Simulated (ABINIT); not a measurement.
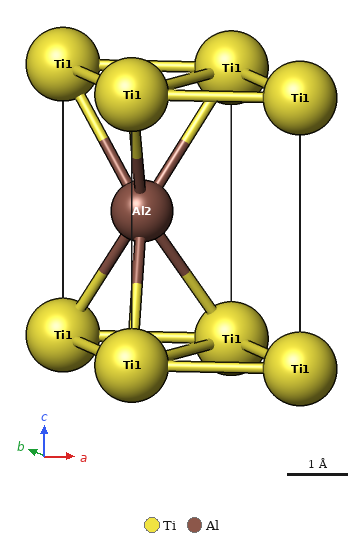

**Figure 1.** The input geometry (ball-and-stick view of the cell of the calculation, seen slightly off an axis; atoms are numbered from 1 in the order of the input). An atom can appear more than once, as a periodic image. Near neighbours in the periodic cell (some may lie outside the picture): Ti has 6 Al at 2.87 Å and 6 Ti at 2.87 Å; Al has 6 Al at 2.87 Å and 6 Ti at 2.87 Å.

# Single-point calculation, with input and output: TiAl

- system: TiAl (2 atoms in the cell)
- method: Kohn-Sham DFT of a periodic cell, PBEsol, PseudoDojo NC SR PBEsol v0.4.1 standard, no spin polarisation (ABINIT 10.8.3)

The structure derives from a Materials Project entry.

### Input
```
# Pseudopotentials
pp_dirpath "./"
pseudos "Ti.upf, Al.upf"

# Structure
acell 2.8672622327 2.8672622326 4.678083 Angstrom
rprim
     1.0000000000     0.0000000000     0.0000000000
    -0.5000000000     0.8660254038     0.0000000000
     0.0000000000     0.0000000000     1.0000000000
ntypat 2
znucl 22 13
natom 2
typat 1 2
xred
     0.0000000000     0.0000000000     0.0000000000
     0.3333333333     0.6666666667     0.5000000000

# Plane-wave basis
ecut 1142.878222 eV

# k points
kptopt 1
ngkpt 11 11 6
nshiftk 1
shiftk 0.0 0.0 0.0

# Exchange and correlation
ixc -116133

# Bands and occupations
nband 12
occopt 3
tsmear 0.05 eV

# SCF cycle
nstep 100
tolvrs 1.0e-10

# Output
iomode 3
prtwf 0
prtden 0
prteig 0
prtebands 0
```

Run on 1 thread of Arm Neoverse V1, 24 GiB of memory available, shared host.

Launched with:
```bash
abinit run.abi > log 2>&1
```

### The program's output
```
.Version 10.8.3 of ABINIT
 Symmetries : space group P-6 m 2 (#187); Bravais hP (primitive hexag.)
================================================================================
 Values of the parameters that define the memory need of the present run
     intxc =       0    ionmov =       0      iscf =       7    lmnmax =       6
     lnmax =       6     mgfft =      54  mpssoang =       3    mqgrid =    3001
     natom =       2  nloc_mem =       1    nspden =       1   nspinor =       1
    nsppol =       1      nsym =      12    n1xccc =    2501    ntypat =       2
    occopt =       3   xclevel =       2
       mpw =        2952          nfft =       55296          nkpt =          64
================================================================================
================================================================================

--------------------------------------------------------------------------------
------------- Echo of variables that govern the present computation ------------
--------------------------------------------------------------------------------
 -outvars: echo values of preprocessed input variables --------
            acell      5.4183403510E+00  5.4183403508E+00  8.8402956643E+00 Bohr
              amu      4.78800000E+01  2.69815390E+01
             ecut      4.20000000E+01 Hartree
                       outvar_i_n : Printing only first  50 k-points.
              ixc     -116133
                       outvar_i_n : Printing only first  50 k-points.
         kptrlatt       11    0    0      0   11    0      0    0    6
          kptrlen      5.30417740E+01
            natom           2
            nband          12
            ngfft          32      32      54
             nkpt          64
            nstep         100
             nsym          12
           ntypat           2
                       prtocc : prtvol=0, do not print more k-points.
           occopt           3
           prtden           0
        prtebands           0
           prteig           0
            prtwf           0
            rprim      1.0000000000E+00  0.0000000000E+00  0.0000000000E+00
                      -5.0000000000E-01  8.6602540380E-01  0.0000000000E+00
                       0.0000000000E+00  0.0000000000E+00  1.0000000000E+00
          spgroup         187
           tolvrs      1.00000000E-10
           tsmear      1.83746611E-03 Hartree
            typat      1  2
                       outvars : Printing only first  50 k-points.
           xangst      0.0000000000E+00  0.0000000000E+00  0.0000000000E+00
                       3.3333398263E-11  1.6554146219E+00  2.3390415000E+00
            xcart      0.0000000000E+00  0.0000000000E+00  0.0000000000E+00
                       6.2990993563E-11  3.1282802601E+00  4.4201478321E+00
             xred      0.0000000000E+00  0.0000000000E+00  0.0000000000E+00
                       3.3333333333E-01  6.6666666667E-01  5.0000000000E-01
            znucl       22.00000   13.00000

================================================================================

 chkinp: Checking input parameters for consistency.

================================================================================
== DATASET  1 ==================================================================

--- !DatasetInfo
iteration_state: {dtset: 1, }
dimensions: {natom: 2, nkpt: 64, mband: 12, nsppol: 1, nspinor: 1, nspden: 1, mpw: 2952, }
cutoff_energies: {ecut:  42.0, pawecutdg:  -1.0, }
electrons: {nelect:   1.50000000E+01, charge:   0.00000000E+00, occopt:   3.00000000E+00, tsmear:   1.83746611E-03, }
meta: {optdriver: 0, ionmov: 0, optcell: 0, iscf: 7, paral_kgb: 0, }
...

 Real(R)+Recip(G) space primitive vectors, cartesian coordinates (Bohr,Bohr^-1):
 R(1)=  5.4183404  0.0000000  0.0000000  G(1)=  0.1845584  0.1065548  0.0000000
 R(2)= -2.7091702  4.6924204  0.0000000  G(2)=  0.0000000  0.2131096  0.0000000
 R(3)=  0.0000000  0.0000000  8.8402957  G(3)=  0.0000000  0.0000000  0.1131184
 Unit cell volume ucvol=  2.2476567E+02 bohr^3
 Angles (23,13,12)=  9.00000000E+01  9.00000000E+01  1.20000000E+02 degrees

 getcut: wavevector=  0.0000  0.0000  0.0000  ngfft=  32  32  54
         ecut(hartree)=     42.000   => boxcut(ratio)=   2.02439

--- Pseudopotential description ------------------------------------------------
- pspini: atom type   1  psp file is ./Ti.upf
12 -116133 2 -1 1586                          pspcod,pspxc,lmax,lloc,mmax
     nproj     2     2     2

- pspini: atom type   2  psp file is ./Al.upf
12 -116133 2 -1 1876                          pspcod,pspxc,lmax,lloc,mmax
     nproj     2     2     2

   2.31814420E+02                                ecore*ucvol(ha*bohr**3)
--------------------------------------------------------------------------------

================================================================================

--- !BeginCycle
iteration_state: {dtset: 1, }
solver: {iscf: 7, nstep: 100, nline: 4, wfoptalg: 0, }
tolerances: {tolvrs: 1.00E-10, }
...

     iter   Etot(hartree)      deltaE(h)  residm     vres2
 ETOT  1  -61.560808586312    -6.156E+01 2.272E-01 5.748E+01
 ETOT  2  -61.554719714536     6.089E-03 1.426E-01 7.417E+02
 ETOT  3  -61.634971502368    -8.025E-02 2.834E-02 3.628E+01
 ETOT  4  -61.639347751581    -4.376E-03 2.663E-02 4.223E-01
 ETOT  5  -61.639398809949    -5.106E-05 5.335E-03 2.139E-02
 ETOT  6  -61.639401417277    -2.607E-06 1.488E-02 1.381E-03
 ETOT  7  -61.639401667356    -2.501E-07 1.340E-02 1.005E-04
 ETOT  8  -61.639401685728    -1.837E-08 1.296E-02 1.029E-06
 ETOT  9  -61.639401686749    -1.022E-09 4.307E-03 6.066E-08
 ETOT 10  -61.639401686820    -7.025E-11 2.545E-03 5.931E-10
 ETOT 11  -61.639401686825    -5.748E-12 1.089E-03 2.744E-10
 ETOT 12  -61.639401686825    -1.421E-13 5.870E-04 1.523E-12

 At SCF step   12       vres2   =  1.52E-12 < tolvrs=  1.00E-10 =>converged.

 Cartesian components of stress tensor (hartree/bohr^3)
  sigma(1 1)=  7.95100729E-05  sigma(3 2)=  0.00000000E+00
  sigma(2 2)=  7.95100730E-05  sigma(3 1)=  0.00000000E+00
  sigma(3 3)=  1.35253396E-04  sigma(2 1)= -9.39971510E-14

--- !ResultsGS
iteration_state: {dtset: 1, }
comment   : Summary of ground state results
lattice_vectors:
- [  5.4183404,   0.0000000,   0.0000000, ]
- [ -2.7091702,   4.6924204,   0.0000000, ]
- [  0.0000000,   0.0000000,   8.8402957, ]
lattice_lengths: [   5.41834,    5.41834,    8.84030, ]
lattice_angles: [ 90.000,  90.000, 120.000, ] # degrees, (23, 13, 12)
lattice_volume:   2.2476567E+02
convergence: {deltae: -1.421E-13, res2:  1.523E-12, residm:  5.870E-04, diffor: null, }
etotal    :  -6.16394017E+01
entropy   :   0.00000000E+00
fermie    :   3.11248629E-01
cartesian_stress_tensor: # hartree/bohr^3
- [  7.95100729E-05,  -9.39971510E-14,   0.00000000E+00, ]
- [ -9.39971510E-14,   7.95100730E-05,   0.00000000E+00, ]
- [  0.00000000E+00,   0.00000000E+00,   1.35253396E-04, ]
pressure_GPa:  -2.8859E+00
xred      :
- [  0.0000E+00,   0.0000E+00,   0.0000E+00, Ti]
- [  3.3333E-01,   6.6667E-01,   5.0000E-01, Al]
cartesian_forces: # hartree/bohr
- [ -1.55296932E-29,  -5.37964352E-30,  -0.00000000E+00, ]
- [  1.55296932E-29,   5.37964352E-30,  -0.00000000E+00, ]
force_length_stats: {min:   1.64350824E-29, max:   1.64350824E-29, mean:   1.64350824E-29, }
...

 Integrated electronic density in atomic spheres:
 ------------------------------------------------
 Atom  Sphere_radius  Integrated_density
    1        2.00000          9.51335583
    2        2.00000          0.91014374
================================================================================

 ----iterations are completed or convergence reached----

 Mean square residual over all n,k,spin=   20.408E-07; max=  58.700E-05
 reduced coordinates (array xred) for    2 atoms
       0.000000000000      0.000000000000      0.000000000000
       0.333333333333      0.666666666667      0.500000000000
 rms dE/dt=  5.8297E-29; max dE/dt=  1.3463E-28; dE/dt below (all hartree)
    1       0.000000000000      0.000000000000      0.000000000000
    2      -0.000000000000      0.000000000000      0.000000000000

 cartesian coordinates (angstrom) at end:
    1      0.00000000000000     0.00000000000000     0.00000000000000
    2      0.00000000003333     1.65541462185860     2.33904150000000

 cartesian forces (hartree/bohr) at end:
    1     -0.00000000000000    -0.00000000000000    -0.00000000000000
    2      0.00000000000000     0.00000000000000    -0.00000000000000
 frms,max,avg= 9.4887993E-30 1.5529693E-29   0.000E+00  0.000E+00  0.000E+00 h/b

 cartesian forces (eV/Angstrom) at end:
    1     -0.00000000000000    -0.00000000000000    -0.00000000000000
    2      0.00000000000000     0.00000000000000    -0.00000000000000
 frms,max,avg= 4.8793368E-28 7.9856893E-28   0.000E+00  0.000E+00  0.000E+00 e/A
 length scales=  5.418340350962  5.418340350773  8.840295664265 bohr
              =  2.867262232700  2.867262232600  4.678083000000 angstroms
 Fermi (or HOMO) energy (hartree) =   0.31125   Average Vxc (hartree)=  -0.40120
 Eigenvalues (hartree) for nkpt=  64  k points:
 kpt#   1, nband= 12, wtk=  0.00138, kpt=  0.0000  0.0000  0.0000 (reduced coord)
  -1.75622   -0.89009   -0.87477   -0.87477   -0.01545    0.22724    0.24511    0.35905
   0.35905    0.41377    0.41377    0.45579
      occupation numbers for kpt#   1
   2.00000    2.00000    2.00000    2.00000    2.00000    2.00000    2.00000    0.00000
   0.00000    0.00000    0.00000    0.00000
 prteigrs : prtvol=0 or 1, do not print more k-points.

--- !EnergyTerms
iteration_state     : {dtset: 1, }
comment             : Components of total free energy in Hartree
kinetic             :  2.43243750174845E+01
hartree             :  1.81517608790910E+01
xc                  : -9.72835124355136E+00
Ewald energy        : -3.82921870834367E+01
psp_core            :  1.03136042460487E+00
local_psp           : -5.79970387298850E+01
non_local_psp       :  8.71548606731072E-01
internal            : -6.16385321289615E+01
'-kT*entropy'       : -8.69557863972347E-04
total_energy        : -6.16394016868254E+01
total_energy_eV     : -1.67729356727138E+03
band_energy         : -7.28029469065710E+00
...

 Cartesian components of stress tensor (hartree/bohr^3)
  sigma(1 1)=  7.95100729E-05  sigma(3 2)=  0.00000000E+00
  sigma(2 2)=  7.95100730E-05  sigma(3 1)=  0.00000000E+00
  sigma(3 3)=  1.35253396E-04  sigma(2 1)= -9.39971510E-14

-Cartesian components of stress tensor (GPa)         [Pressure= -2.8859E+00 GPa]
- sigma(1 1)=  2.33926711E+00  sigma(3 2)=  0.00000000E+00
- sigma(2 2)=  2.33926711E+00  sigma(3 1)=  0.00000000E+00
- sigma(3 3)=  3.97929229E+00  sigma(2 1)= -2.76549166E-09

== END DATASET(S) ==============================================================
================================================================================

 -outvars: echo values of variables after computation  --------
            acell      5.4183403510E+00  5.4183403508E+00  8.8402956643E+00 Bohr
           etotal     -6.1639401687E+01
            fcart     -1.5529693185E-29 -5.3796435243E-30 -0.0000000000E+00
                       1.5529693185E-29  5.3796435243E-30 -0.0000000000E+00
            rprim      1.0000000000E+00  0.0000000000E+00  0.0000000000E+00
                      -5.0000000000E-01  8.6602540380E-01  0.0000000000E+00
                       0.0000000000E+00  0.0000000000E+00  1.0000000000E+00
           strten      7.9510072863E-05  7.9510073021E-05  1.3525339598E-04
                       0.0000000000E+00  0.0000000000E+00 -9.3997151024E-14
           xangst      0.0000000000E+00  0.0000000000E+00  0.0000000000E+00
                       3.3333398263E-11  1.6554146219E+00  2.3390415000E+00
             xred      0.0000000000E+00  0.0000000000E+00  0.0000000000E+00
                       3.3333333333E-01  6.6666666667E-01  5.0000000000E-01
 Calculation completed.
```

### Results in brief

| quantity | value |
| --- | --- |
| outcome | converged |
| space group (tolerance 0.01 Å) | P-6m2 (187) |
| electrons treated | 15 |
| free energy | −1677.2936 eV |
| Fermi energy | 8.470 eV |
| gap on the k-point mesh | none (metallic) |
| pressure | −2.89 GPa |
| largest force (length of the vector) | under 0.001 eV/Å |
| wall time | 74 s |
| peak memory | 0.1 GiB |
